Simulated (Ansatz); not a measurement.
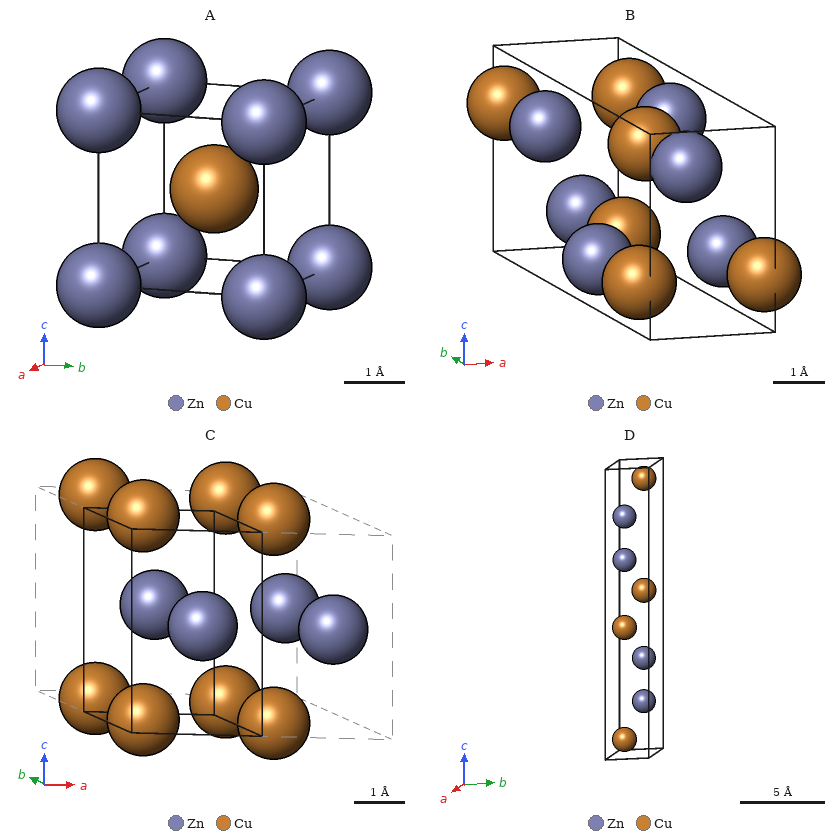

Four structures of ZnCu, each relaxed to rest (conventional cells in solid outline, small ones repeated, each panel with its own scale). Method: Ansatz, DFT PBE, scalar-relativistic, plane waves, PAW, without spin polarisation.

**Give the type and space group of each panel.**

A: caesium chloride (CsCl, B2) type, Pm-3m; B: 8 atoms a cell on a base-centred orthorhombic lattice, Cmcm; C: 2 atoms a cell on a primitive hexagonal lattice, P-6m2; D: 8 atoms a cell on a primitive hexagonal lattice, P6_3/mmc.

**Which of these is lowest in energy, and how far above it do the others lie?**

A, then C (+28 meV/atom), B (+37 meV/atom) and D (+118 meV/atom), energies at zero smearing.

**Collect the results in a table.**

| panel | structure | E − E(lowest) (meV/atom) | volume (Å³/atom) | gap (eV) |
| --- | --- | --- | --- | --- |
| A | Pm-3m | 0 | 13.0 | metal |
| C | P-6m2 | 28 | 13.1 | metal |
| B | Cmcm | 37 | 13.2 | metal |
| D | P6_3/mmc | 118 | 13.7 | metal |

Some of these may be structure types tried for this composition rather than known phases, and the most stable form need not be among them. Gaps are taken on the k-mesh or band path of each run.
